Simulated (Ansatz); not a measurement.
Geometry relaxation, with input and output: Ti4O (part 1 of 2)

System: Ti4O (slab, 5 atoms in the cell).
Method: DFT PBEsol, scalar-relativistic, plane waves, PAW, PAW set soft_1, no spin polarisation (Ansatz 0.2.0).

The structure derives from an entry of the Crystallography Open Database. The input holds or restrains some coordinates. Forces given for the steps count only the free coordinates. Figures and captions count atoms from 1; the log counts them from 0 in places.

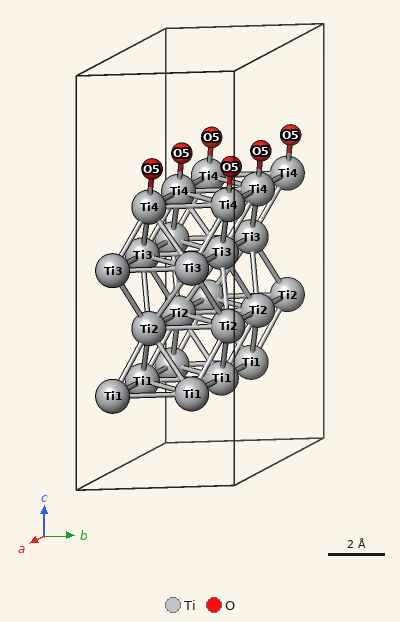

*The input geometry (ball-and-stick view of the 3 × 2 repeat of the cell, with the vacuum cut short, seen slightly off an axis; atoms are numbered from 1 in the order of the input). An atom can appear more than once, as a periodic image.*

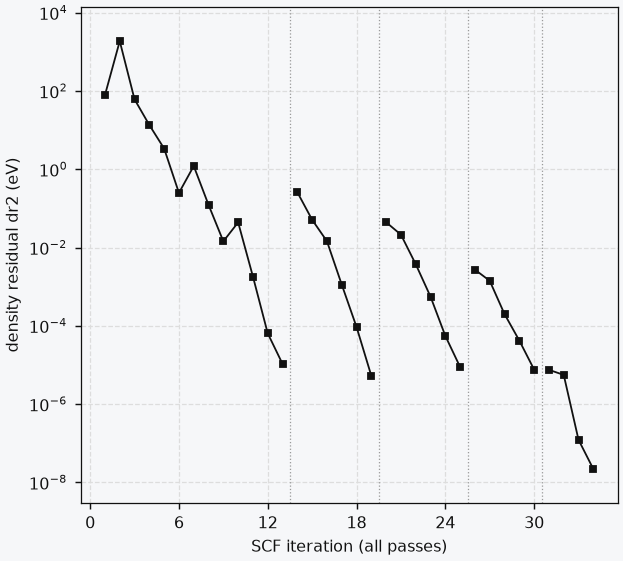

*Convergence of the self-consistent field: density residual dr2 against the SCF iteration. The dotted lines part the SCF passes of the relaxation: geometry steps, rejected trials and re-solves on a re-selected basis.*

The 5 passes take 4 to 13 iterations each, 34 in all.

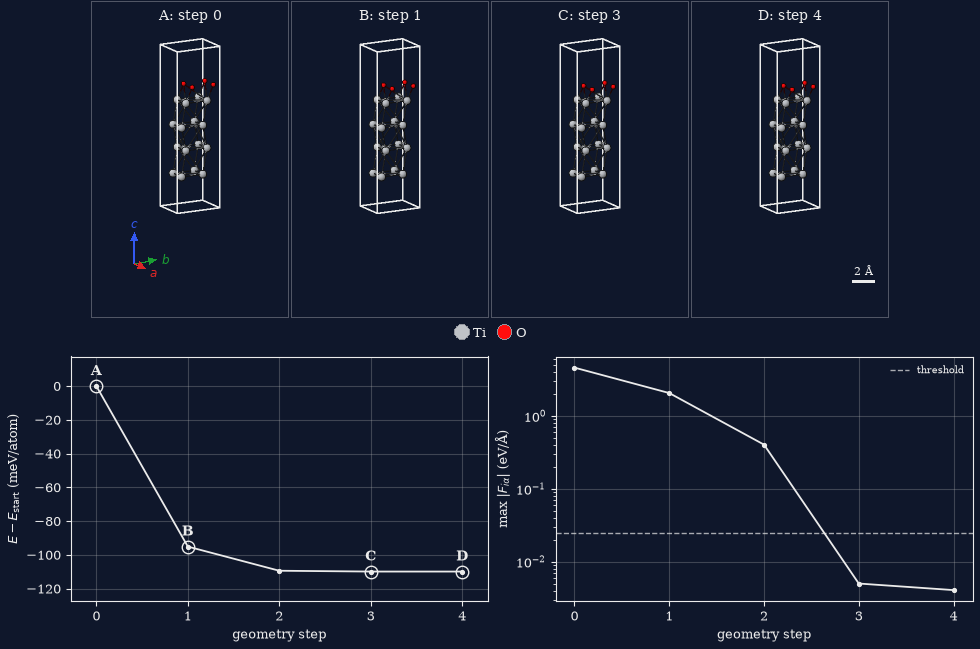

*Frames of the restrained relaxation (ball-and-stick view of the 2 × 2 repeat of the cell, with the vacuum cut short, seen slightly off an axis) above the curves, on which the letters mark them (the first geometry is step 0 here and step 1 in the log).*

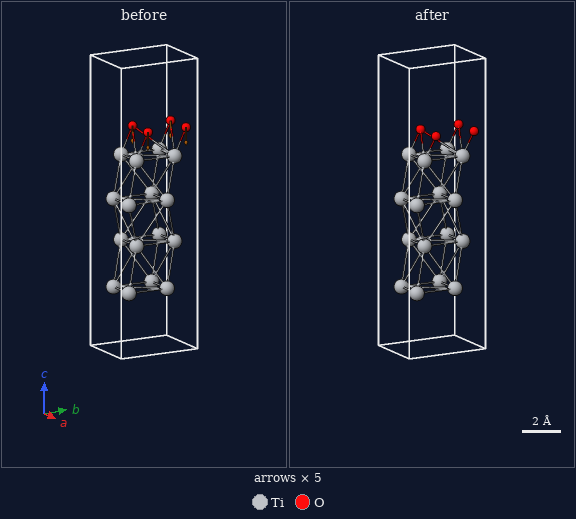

*Before (left) and after (right) the restrained relaxation, at one scale (ball-and-stick view of the 2 × 2 repeat of the cell, with the vacuum cut short, seen slightly off an axis). The orange arrows give the displacements, magnified 5 times.*

The energy falls by 110 meV per atom in 4 geometry steps. Largest force component: 4.6 eV/Å at the start, 0.0041 eV/Å at the end. The atom that moves furthest is O5 (0.20 Å). Ti stays in place. The cell stays as it was. Among the contacts that change: Ti4–O5 1.806 → 1.628 Å. Among the angles that change: Ti4–O5–Ti4 76.4° → 82.6°, Ti4–O5–Ti4 64.1° → 67.3°. (Atoms are counted from 1 in the order of the input.)

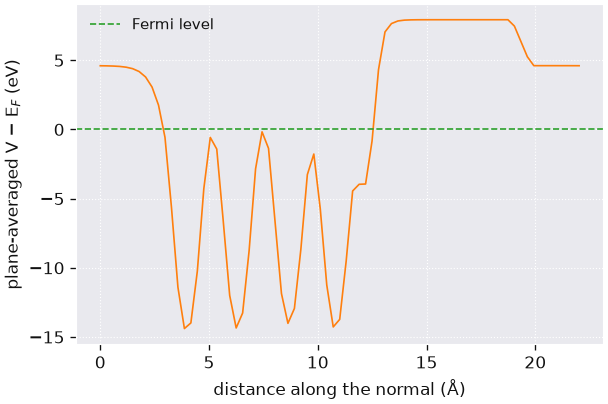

*Plane average of the electrostatic potential energy of an electron across the cell, from the Fermi level.*

The vacuum level lies 7.93 eV above the Fermi level on the upper side and 4.61 eV on the lower.

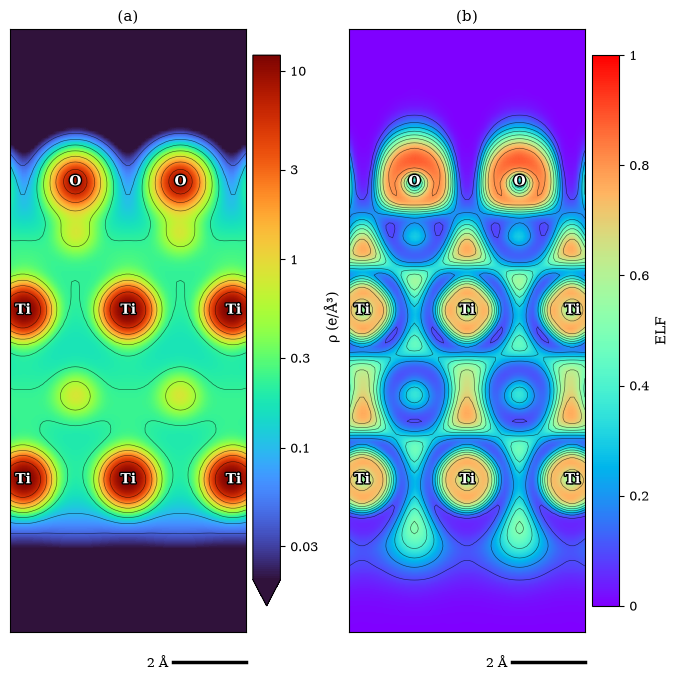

*(a) valence charge density (pseudo); (b) electron localisation function on the (100) plane of the calculation cell, a cut from vacuum to vacuum.*

Atoms in the plane: Ti and O. Ti–Ti (2.90 Å): the density is about 0.2 e/Å³ at the midpoint; the ELF is about 0.25 at the midpoint; no localised pair between them. The density dies away to nearly zero in the vacuum. The strong features right at Ti lie inside the PAW spheres (semicore, d or f shells) and say nothing about bonding. Core electrons are frozen (PAW), so the fields are smoothed inside the atomic spheres.

The input that produced these results follows, with the program's output.

Input
```yaml
crystal:
  lattice:
    - [2.8999670177, 0.0, 0.0]
    - [-1.4499835088, 2.5114451074, 0.0]
    - [0.0, 0.0, 22.3116752696]
  atoms:
    - { symbol: Ti, position: [0.6666666667, 0.3333333333, 0.1792783353] }
    - { symbol: Ti, position: [0.3333333333, 0.6666666667, 0.2821522919] }
    - { symbol: Ti, position: [0.6666666667, 0.3333333333, 0.388703203] }
    - { symbol: Ti, position: [0.3333333333, 0.6666666667, 0.484574786] }
    - { symbol: O, position: [0.6666666667, 0.8333333333, 0.5562861201] }
basis:
  ecutwfc: 420
kpoints:
  mp_grid: { grid: [9, 9, 1] }
hamiltonian:
  xc: pbesol
  pseudopotentials: { kind: paw, azcp: { folder: soft_1 } }
scf:
  occupations: { method: gaussian, width: 0.1 }
output:
  forces: true
  eigenvalues: true
  write_density: true
  write_potential: true
  elf: true
  volumetric_format: npy
relax:
  adjacent_minimum: "off"
  f_tol: 0.025
  max_steps: 16
  constraints: [{ sites: [0, 1, 2, 3] }, { sites: [4], fix: xy }]
efield:
  axis: 3
  dipole_correction: true
  ramp_width: 0.04
```

Launch command:
```bash
ansatz run input.yaml --threads 1 --pin off --max-ram 3072MiB --backend cpu --events-out ev --progress --plain --runs-dir out
```

Log
```
Warning: [file] the record states the generating functional pbe (its physics header spells it `PBE`), which answers neither for hamiltonian.xc's functional nor for the pbesol family's — results may be inconsistent (PPs are generated against a specific XC)
Warning: [file] the record states the generating functional pbe (its physics header spells it `PBE`), which answers neither for hamiltonian.xc's functional nor for the pbesol family's — results may be inconsistent (PPs are generated against a specific XC)
Engine: ansatz 0.2.0, aarch64-unknown-linux-gnu
Pseudopotentials: kind: paw
Pseudopotential: Ti, paw, valence charge 12, recommended cutoff 420 eV (normal), [file]
Pseudopotential: O, paw, valence charge 6, recommended cutoff 420 eV (normal), [file]
Functional definition: PBEsol
  exchange = pbesol_x
  correlation = pbesol_c
Crystal: 5 atoms, lattice volume = 162.498 Å³
Basis set: ecut = 420 eV, 3171 PW (Γ), exchange–correlation on 40×40×300 points (8 copies of the dense FFT grid, shifted against one another)
Bands: 33, of which v1, the nominal top of the filled ones, is band 27 counted from 1 (26 counted from 0)
Symmetry: 2 space group operations
Space group: Cm (ITA 8), of the structure as read, at distance tolerance 5.5e-5 Å
k-points: 25 of 81 (time reversal used)
Non-local potential: Ti, projectors of the file, l = 0: 3, l = 1: 2, l = 2: 3, l = 3: 1
Non-local potential: O, projectors of the file, l = 0: 2, l = 1: 2, l = 2: 1
PAW form: soft (Blöchl's): semilocal exchange-correlation on the pseudo side does not see the compensation charge
PAW frozen core: Ti, regenerated for the run's functional, and the local potential with it (the file was generated under x = pbe(κ = 0.804, μ = 0.2195149727645171), c = pbe(β = 0.06672455060314922))
PAW frozen core: O, regenerated for the run's functional, and the local potential with it (the file was generated under x = pbe(κ = 0.804, μ = 0.2195149727645171), c = pbe(β = 0.06672455060314922))
PAW one-centre angular grid: Ti, 590 points (default); XC on 64 Gauss nodes
PAW one-centre angular grid: O, 110 points (default); XC on 64 Gauss nodes
Initial density: superposition of atomic densities (neutral atoms: chi_scale 0, normalization atom)
Initial wavefunctions: pseudopotential atomic-orbital guess
Functional: x = pbesol(κ = 0.804, μ = 0.12345679012345678), c = pbesol(β = 0.046)
SCF iter   1: F=—  HF=-10458.671633 eV  |F-HF|=—  |Δ(HF+E_count)|=         —  Δρ=7.94e-2  dr2=7.85e1  ethr=3.10e-3  p=-0.000 e·Å  D=-4.69e-7 V/Å  ΔV_dip=0.00 eV  dr2_dipole=4.45e1  V_vac-E_F(+/−)=8.63/8.63 eV  ⟨swp⟩=8.9  Hψ=4188  notcnv=0
efield: sawtooth ramp at fractional position 0.8478 (placed from the atoms, in the widest stretch of the axis that holds none; the zero of the levels goes with the place), width 0.0400; the density the first Hamiltonian is built on has a dipole p = -0.000 e·Å; the dipole correction subtracts the counter field D = -4.69e-7 V/Å, which shifts the + side's vacuum level by +0.00 eV against the − side's; the planar-averaged density in the ramp window peaks in size at 9.8e-7 e/Å³
preconditioner: auto → LDOS  [metal: Δε(μ)=0.067 eV  Ē_g=5.017 eV  σ=0.100 eV  W_gap=0.34  n_scr=16 (ndim 8)  ℏωp=13.7 eV  f_vac=0.471  D(μ)=4.15/eV (n_scr^D=14)  β→1.0]
SCF iter   2: F=—  HF=-10494.055240 eV  |F-HF|=—  |Δ(HF+E_count)|=    3.54e1  Δρ=2.99e-1  dr2=1.88e3  ethr=3.10e-3  p=-0.766 e·Å  D=-8.53e-1 V/Å  ΔV_dip=19.04 eV  dr2_dipole=1.74e3  V_vac-E_F(+/−)=15.39/-3.64 eV  ⟨swp⟩=15.4  Hψ=7024  notcnv=0  defer=44  recentre
SCF iter   3: F=—  HF=-10456.712128 eV  |F-HF|=—  |Δ(HF+E_count)|=    3.73e1  Δρ=5.89e-2  dr2=6.12e1  ethr=3.10e-3  p=-0.017 e·Å  D=-1.84e-2 V/Å  ΔV_dip=0.41 eV  dr2_dipole=3.82e1  V_vac-E_F(+/−)=8.04/7.66 eV  ⟨swp⟩=9.5  Hψ=4695  notcnv=0  defer=21
SCF iter   4: F=—  HF=-10455.200898 eV  |F-HF|=—  |Δ(HF+E_count)|=    1.51e0  Δρ=2.43e-2  dr2=1.35e1  ethr=3.10e-3  p=0.077 e·Å  D=8.63e-2 V/Å  ΔV_dip=-1.93 eV  dr2_dipole=1.14e1  V_vac-E_F(+/−)=7.97/9.87 eV  ⟨swp⟩=7.5  Hψ=2270  notcnv=0  defer=18
SCF iter   5: F=—  HF=-10454.855054 eV  |F-HF|=—  |Δ(HF+E_count)|=   3.46e-1  Δρ=1.22e-2  dr2=3.38e0  ethr=3.10e-3  p=0.040 e·Å  D=4.49e-2 V/Å  ΔV_dip=-1.00 eV  dr2_dipole=2.98e0  V_vac-E_F(+/−)=8.61/9.57 eV  ⟨swp⟩=4.2  Hψ=1352  notcnv=0  defer=22
SCF iter   6: F=—  HF=-10454.692040 eV  |F-HF|=—  |Δ(HF+E_count)|=   1.63e-1  Δρ=7.76e-3  dr2=2.49e-1  ethr=3.10e-3  p=-0.048 e·Å  D=-5.31e-2 V/Å  ΔV_dip=1.18 eV  dr2_dipole=1.14e-1  V_vac-E_F(+/−)=8.75/7.54 eV  ⟨swp⟩=3.7  Hψ=1232  notcnv=0  defer=27
SCF iter   7: F=—  HF=-10454.649254 eV  |F-HF|=—  |Δ(HF+E_count)|=   4.28e-2  Δρ=7.25e-3  dr2=1.21e0  ethr=4.62e-4  p=-0.167 e·Å  D=-1.86e-1 V/Å  ΔV_dip=4.14 eV  dr2_dipole=7.62e-1  V_vac-E_F(+/−)=9.04/4.90 eV  ⟨swp⟩=4.2  Hψ=1542  notcnv=0  defer=22  recentre
SCF iter   8: F=—  HF=-10454.642163 eV  |F-HF|=—  |Δ(HF+E_count)|=   7.09e-3  Δρ=6.65e-3  dr2=1.23e-1  ethr=4.62e-4  p=-0.163 e·Å  D=-1.82e-1 V/Å  ΔV_dip=4.06 eV  dr2_dipole=1.69e-2  V_vac-E_F(+/−)=8.81/4.75 eV  ⟨swp⟩=2.4  Hψ=1261  notcnv=0  defer=18
SCF iter   9: F=—  HF=-10454.637067 eV  |F-HF|=—  |Δ(HF+E_count)|=   5.10e-3  Δρ=1.73e-3  dr2=1.44e-2  ethr=2.28e-4  p=-0.196 e·Å  D=-2.19e-1 V/Å  ΔV_dip=4.88 eV  dr2_dipole=9.44e-3  V_vac-E_F(+/−)=8.90/4.03 eV  ⟨swp⟩=2.0  Hψ=1178  notcnv=0  defer=17
SCF iter  10: F=—  HF=-10454.635393 eV  |F-HF|=—  |Δ(HF+E_count)|=   1.67e-3  Δρ=1.27e-3  dr2=4.39e-2  ethr=2.67e-5  p=-0.177 e·Å  D=-1.97e-1 V/Å  ΔV_dip=4.40 eV  dr2_dipole=2.86e-2  V_vac-E_F(+/−)=8.91/4.51 eV  ⟨swp⟩=2.3  Hψ=1192  notcnv=0  defer=17
SCF iter  11: F=—  HF=-10454.635114 eV  |F-HF|=—  |Δ(HF+E_count)|=   2.79e-4  Δρ=5.35e-4  dr2=1.81e-3  ethr=2.67e-5  p=-0.172 e·Å  D=-1.91e-1 V/Å  ΔV_dip=4.27 eV  dr2_dipole=4.70e-4  V_vac-E_F(+/−)=8.88/4.61 eV  ⟨swp⟩=1.2  Hψ=817  notcnv=0  defer=17
SCF iter  12: F=—  HF=-10454.635086 eV  |F-HF|=—  |Δ(HF+E_count)|=   2.83e-5  Δρ=1.30e-4  dr2=6.40e-5  ethr=3.35e-6  p=-0.171 e·Å  D=-1.91e-1 V/Å  ΔV_dip=4.26 eV  dr2_dipole=4.61e-7  V_vac-E_F(+/−)=8.87/4.61 eV  ⟨swp⟩=2.0  Hψ=1092  notcnv=0  defer=17
SCF iter  13: F=-10454.635086 eV  HF=-10454.635089 eV  |F-HF|=2.75e-6  |Δ(HF+E_count)|=   2.84e-6  Δρ=5.43e-5  dr2=1.06e-5  ethr=2.89e-8  p=-0.172 e·Å  D=-1.91e-1 V/Å  ΔV_dip=4.26 eV  dr2_dipole=2.25e-8  V_vac-E_F(+/−)=8.87/4.61 eV  ⟨swp⟩=28.6  Hψ=10845  notcnv=0
SCF 1 converged in 13 iterations: F = -10454.635086 eV  dr2 = 1.06e-5
  Residual-converged pass: ⟨swp⟩=1.0  Hψ=926  notcnv=0  max |occ|·‖R‖ = 7.0e-9 eV (tolerance 1.0e-8 eV)  dr2=1.06e-5  dr2_onsite=3.15e-7  max |Δocc| = 7.2e-11
  greatest PAW one-centre occupation: 0.999 electrons in one spin orbital (limit 2), on the Ti atom at site 0 (counted from 0), in its partial waves of l = 0
relax step   1: F+E_penalty+E_count = -10454.63508606 eV  Δ(F+E_penalty+E_count) = +0.000e0 eV  max|allowed force component| = 4.636e0 eV/Å  Δτ_max = 0.0000 Å  (13 SCF iters, dr2 threshold 1.56e-5 eV, accepted)
Initial density: handed on by an earlier stage of this run
Initial wavefunctions: those handed on with the density
iter 1 solved again at ethr=4.07e-4 eV; its pass at ethr=3.10e-3 eV (dr2=2.20e-1 eV) is discarded
SCF iter   1: F=—  HF=-10455.136857 eV  |F-HF|=—  |Δ(HF+E_count)|=         —  Δρ=9.05e-3  dr2=2.59e-1  ethr=4.07e-4  p=-0.172 e·Å  D=-1.91e-1 V/Å  ΔV_dip=4.26 eV  dr2_dipole=4.39e-2  V_vac-E_F(+/−)=8.89/4.62 eV  ⟨swp⟩=2.0  Hψ=2938  notcnv=0  defer=17
efield: sawtooth ramp at fractional position 0.8478 (handed on by an earlier solve), width 0.0400; the density the first Hamiltonian is built on has a dipole p = -0.172 e·Å; the dipole correction subtracts the counter field D = -1.91e-1 V/Å, which shifts the + side's vacuum level by +4.26 eV against the − side's; the planar-averaged density in the ramp window peaks in size at 2.7e-6 e/Å³
eigensolver tolerance schedule calibrated: the retry pair's looser diagonalisation under-reported the residual by θ = 0.15 (0.17/decade); ethr = c·dr2/N_el runs at the constant in force after the calibration composes with the one it found (an armed cap, an earlier calibration), c = 3.4e-2
preconditioner: auto → LDOS  [metal: Δε(μ)=0.027 eV  Ē_g=4.206 eV  σ=0.100 eV  W_gap=0.15  n_scr=16 (ndim 8)  ℏωp=13.7 eV  f_vac=0.489  D(μ)=6.97/eV (n_scr^D=72)  β→1.0]
SCF iter   2: F=—  HF=-10455.119922 eV  |F-HF|=—  |Δ(HF+E_count)|=   1.69e-2  Δρ=4.30e-3  dr2=5.12e-2  ethr=1.63e-4  p=-0.135 e·Å  D=-1.50e-1 V/Å  ΔV_dip=3.34 eV  dr2_dipole=3.58e-3  V_vac-E_F(+/−)=7.95/4.61 eV  ⟨swp⟩=3.1  Hψ=1758  notcnv=0  defer=17
SCF iter   3: F=—  HF=-10455.111147 eV  |F-HF|=—  |Δ(HF+E_count)|=   8.77e-3  Δρ=1.80e-3  dr2=1.45e-2  ethr=3.22e-5  p=-0.151 e·Å  D=-1.68e-1 V/Å  ΔV_dip=3.75 eV  dr2_dipole=1.83e-3  V_vac-E_F(+/−)=8.36/4.61 eV  ⟨swp⟩=3.0  Hψ=1765  notcnv=0  defer=17
SCF iter   4: F=—  HF=-10455.110371 eV  |F-HF|=—  |Δ(HF+E_count)|=   7.76e-4  Δρ=4.77e-4  dr2=1.13e-3  ethr=9.09e-6  p=-0.151 e·Å  D=-1.68e-1 V/Å  ΔV_dip=3.75 eV  dr2_dipole=2.52e-4  V_vac-E_F(+/−)=8.35/4.61 eV  ⟨swp⟩=2.2  Hψ=1102  notcnv=0  defer=17
SCF iter   5: F=—  HF=-10455.110270 eV  |F-HF|=—  |Δ(HF+E_count)|=   1.01e-4  Δρ=1.47e-4  dr2=9.34e-5  ethr=7.09e-7  p=-0.150 e·Å  D=-1.67e-1 V/Å  ΔV_dip=3.72 eV  dr2_dipole=1.20e-5  V_vac-E_F(+/−)=8.33/4.61 eV  ⟨swp⟩=3.0  Hψ=1168  notcnv=0  defer=17
SCF iter   6: F=-10455.110266 eV  HF=-10455.110269 eV  |F-HF|=3.12e-6  |Δ(HF+E_count)|=   8.53e-7  Δρ=3.99e-5  dr2=5.26e-6  ethr=5.87e-8  p=-0.150 e·Å  D=-1.67e-1 V/Å  ΔV_dip=3.71 eV  dr2_dipole=7.57e-7  V_vac-E_F(+/−)=8.32/4.61 eV  ⟨swp⟩=22.2  Hψ=9164  notcnv=0
SCF 2 converged in 6 iterations: F = -10455.110266 eV  dr2 = 5.26e-6
```
